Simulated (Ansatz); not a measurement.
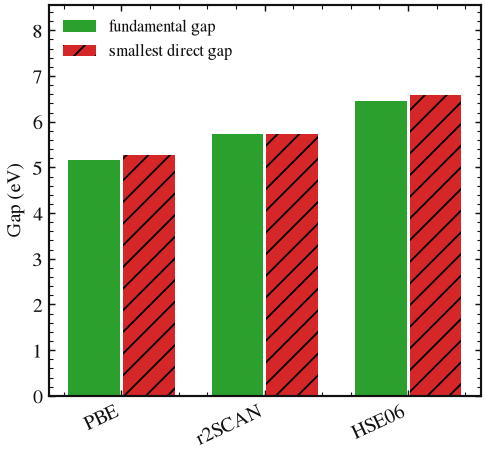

Gaps of SrCl$_{2}$, space group I4/mmm (No. 139), 3 atoms in the cell, fluorite type, epitaxial (xy) strain −4.1%, at several levels of theory on one cell (Ansatz, plane waves and PAW; edges over the mesh and the special points).

How does the gap depend on the level, and does its kind change?

In rising order: PBE 5.15 eV, r2SCAN 5.72 eV and HSE06 6.45 eV. It is direct in r2SCAN and indirect in the others.
